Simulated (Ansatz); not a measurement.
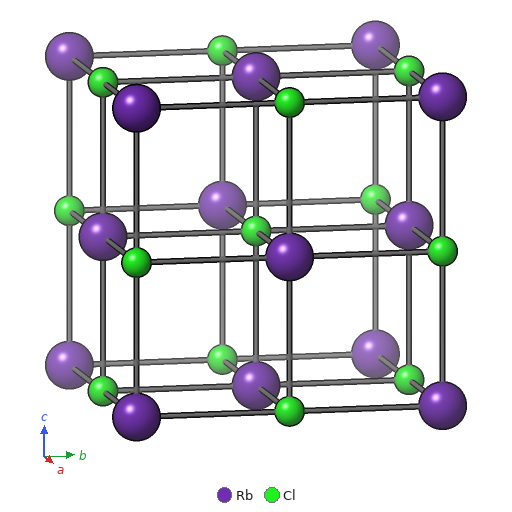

System: RbCl, space group Fm-3m (No. 225). The picture shows the conventional cell.

Structure:
```
Rb Cl
1.0
     0.00000    3.27400    3.27400
     3.27400    0.00000    3.27400
     3.27400    3.27400    0.00000
Rb Cl
1 1
Cartesian
  0.0000 0.0000 0.0000
  3.2740 3.2740 3.2740
```

Calculation (Ansatz 0.2.0): all-electron LAPW DFT, no spin polarisation; energies at scaled volumes of the given cell, shape and fractions fixed, counted from the fit's minimum, third-order Birch-Murnaghan fit. Level: PBEsol with D3(BJ).

```json
{"setting": "k mesh", "value": "7×7×7"}
{"setting": "occupations", "value": "Fermi–Dirac"}
{"setting": "smearing width", "value": "0.05 eV"}
{"setting": "potentials", "value": "all electron LAPW, scalar relativistic"}
{"setting": "program settings", "value": "basis error eV/atom 0.001"}
```

Describe the result: the energy and pressure against volume. The volume takes the values 32.99, 33.69, 34.39, 35.09, 35.80, 36.50, 37.20 Å³/atom.

A third-order Birch–Murnaghan fit gives V0 = 33.14 Å³/atom, B0 = 19.5 GPa and B′ = 5.2. The energy rises from 0.04 meV/atom at volume 32.99 Å³/atom to 23.92 meV/atom at 37.20 Å³/atom. The pressure falls from 0.09 GPa at volume 32.99 Å³/atom to −1.68 GPa at 37.20 Å³/atom.

| volume (Å³/atom) | energy (meV/atom) | pressure (GPa) |
| --- | --- | --- |
| 32.99 | 0.04 | 0.09 |
| 33.69 | 0.53 | −0.31 |
| 34.39 | 2.68 | −0.66 |
| 35.09 | 6.25 | −0.97 |
| 35.80 | 11.08 | −1.23 |
| 36.50 | 17.02 | −1.47 |
| 37.20 | 23.92 | −1.68 |

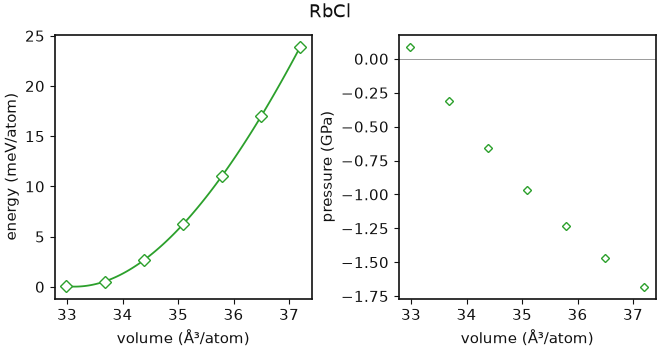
